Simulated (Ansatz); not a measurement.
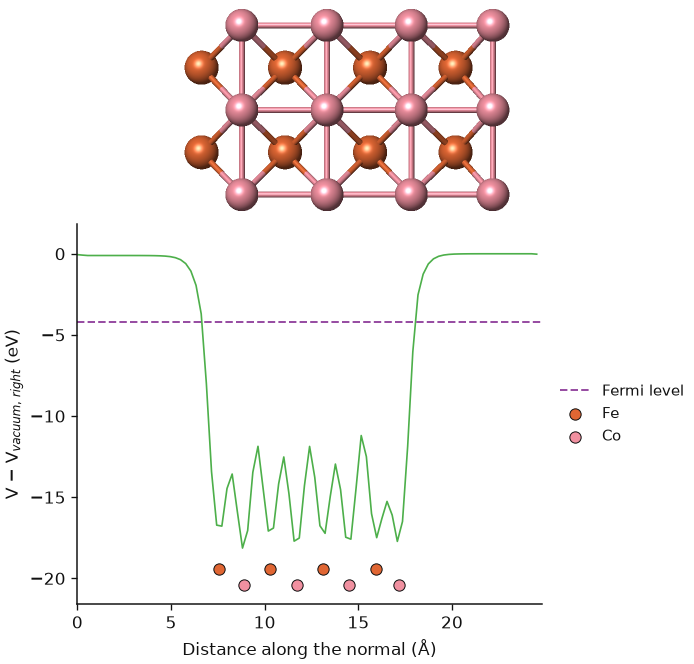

Plane-averaged electrostatic potential energy of an electron across the slab; circles at the bottom mark the heights of the atoms (positions after relaxation). The structure is drawn too.

System: a (100) slab cut from FeCo (Pm-3m), ended by Co above and Fe below, 8 atoms in the cell.

Ansatz; DFT PBEsol, scalar-relativistic, plane waves, PAW, spin-polarised, 12×12×1 k mesh, 420 eV cutoff.

### Read off the work function of each face.

The work function is 4.17 eV at the right face and 4.07 eV at the left.

### How thick are slab and vacuum?

The outermost atoms are 9.6 Å apart, which leaves 15.2 Å of vacuum in a cell 24.8 Å high.
